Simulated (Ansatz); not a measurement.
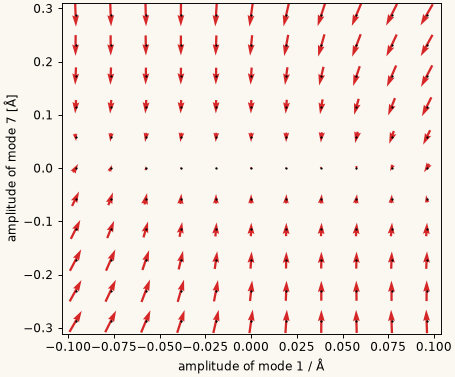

SrTiO3 (Pm-3m, No. 221; 5 atoms in the cell). The energy is mapped over two normal modes frozen in (zone-centre modes of the 5-atom cell of this scan). The first coordinate is: amplitude of mode 1 (141i cm⁻¹), largest displacement; the second: amplitude of mode 7 (144 cm⁻¹), largest displacement. Nothing is relaxed (the cell and all other modes fixed). The scan uses an 11 × 11 grid; 61 points were computed and 60 follow by symmetry. Points are written as (first, second). All numbers below come from Ansatz, DFT PBE, scalar-relativistic, plane waves, PAW. Settings: cutoff 520 eV, k-mesh 8×8×8, gaussian smearing 0.05 eV, no spin polarisation.

Drawn: dots at the grid points, arrows along the force (downhill), their lengths compressed.

> The arrows alone are given. Where are the wells?

The arrows converge at about (−0.063 Å, 0.013 Å); about (0.06 Å, −0.01 Å) (read from the interpolated surface).

The energy map of the same scan:

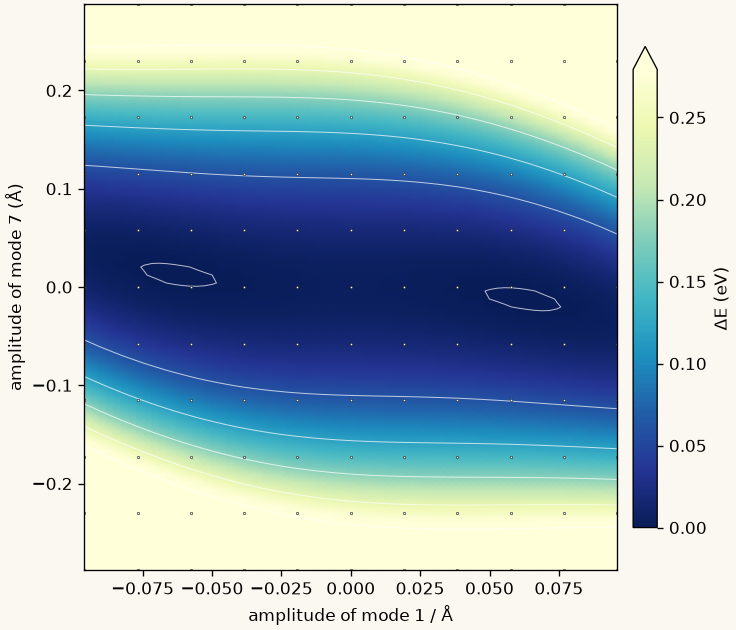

Energies are in eV, from the lowest grid point; between grid points the surface is interpolated.

PAW datasets: the set soft_1.
